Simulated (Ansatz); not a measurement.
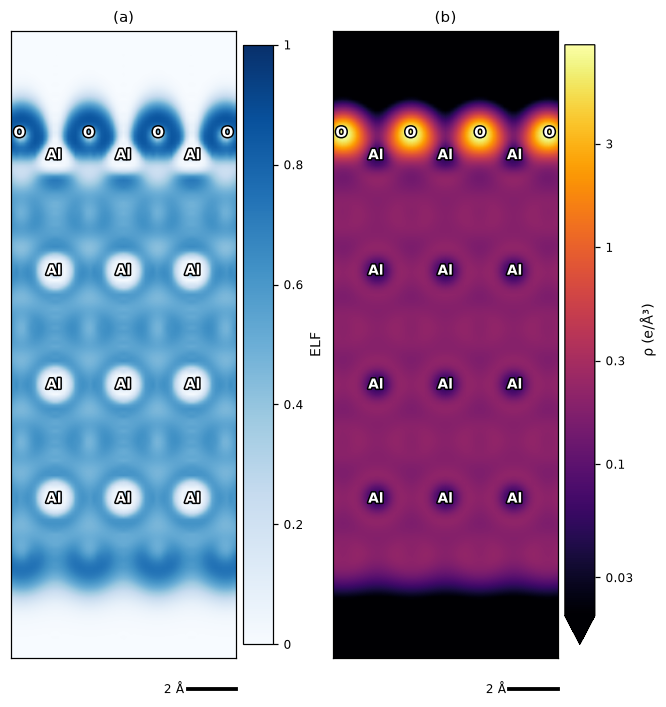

Figure 1: Al8O (slab). (a) electron localisation function; (b) valence pseudo-density on the (100) plane of the calculation cell, a cut from vacuum to vacuum.

A point of a scan over the structure, not its minimum; PAW files of the earlier set (soft_1).

Method: Ansatz, DFT PBE, scalar-relativistic, plane waves, PAW.

Core electrons are frozen (PAW), and the valence fields are smoothed inside the atomic spheres.

> Describe what can be read from this map.

- The plane passes through Al and O nuclei.
- Atoms just off the plane (Al, 0.8 Å away) can leave unmarked features too.
- Al–O (1.69 Å): ρ is about 0.91 e/Å³ halfway; the ELF peaks at about 0.85 in the valence shell of O, 0.7 Å from its nucleus, and is about 0.80 at the midpoint.
- The density dies away to nearly zero in the vacuum.
- The ELF also peaks beside O, away from the bonds: lone-pair regions.
